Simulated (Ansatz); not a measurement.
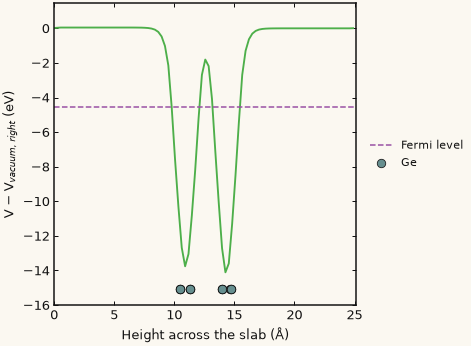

Plane-averaged electrostatic potential energy of an electron across the slab; circles at the bottom mark the heights of the atoms.

Structure: a (111) slab cut from Ge (Fd-3m), 16 atoms in the cell, the slab at its places in the relaxed adsorbed structure.

Level of theory: DFT PBE+D3(BJ), scalar-relativistic, plane waves, PAW, no spin polarisation, 3×3×1 k mesh, 420 eV cutoff; code Ansatz 0.2.0.

Read off the work function of each face.

The work function is 4.56 eV, the same on both faces. The two vacuum levels agree, so the slab has no net dipole along its normal.

How thick are slab and vacuum?

The outermost atoms are 4.2 Å apart, which leaves 20.9 Å of vacuum in a cell 25.2 Å high.
